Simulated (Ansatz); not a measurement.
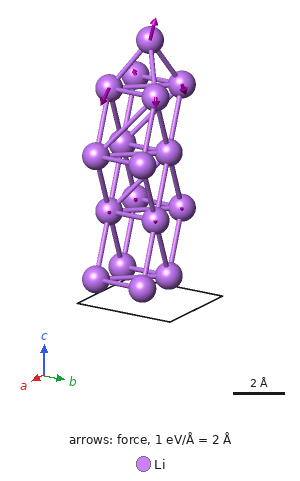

Starting geometry of a slab of composition Li with the computed forces as purple arrows. The picture is a ball-and-stick view of the cell of the calculation, outlined in the plane, without the vacuum (origin shifted), seen slightly off an axis.

It is Li on Li(110), set down by a guess. The run prepares an end point of a later path (adatom hop) calculation, from a guessed geometry. 4 atoms are held fixed.

All numbers below come from Ansatz 0.2.0, DFT PBE, scalar-relativistic, plane waves, PAW. Settings: plane-wave cutoff 420 eV; k-point mesh 4 × 5 × 1; occupations gaussian; smearing width 0.15 eV; no spin polarisation; atoms relaxed in a fixed cell; force threshold 0.03 eV/Å; at most 60 steps.

Question: What follows when this structure is relaxed?

Answer: It isn't relaxed: the largest force vector, on a Li atom, is 0.48 eV/Å. The final displacements follow the starting forces only in part (cosine between the two patterns 0.38). The energy falls by 0.177 eV per cell of the calculation in 6 geometry steps. The largest force component goes from 0.47 to 0.011 eV/Å. The largest move is that of a Li atom, 0.59 Å at 81° to the normal (−c side). The lattice vectors keep their values. Some distances before and after: Li–Li 3.815 → 3.219 Å, Li–Li 2.616 → 3.142 Å, Li–Li 3.490 → 3.168 Å, Li–Li 3.490 → 3.194 Å. Among the angles between lasting bonds that change: Li–Li–Li 180.0° → 161.0°, Li–Li–Li 180.0° → 162.6°, Li–Li–Li 109.5° → 100.3°. The run took 26 s on 2 threads of AMD EPYC 9R45 96-Core Processor (Zen 5), on a shared host, peak memory 0.84 GiB.

Limits of the set-up: the periodic images lie only 6.0 Å apart, so the values are limited by the cell's size.
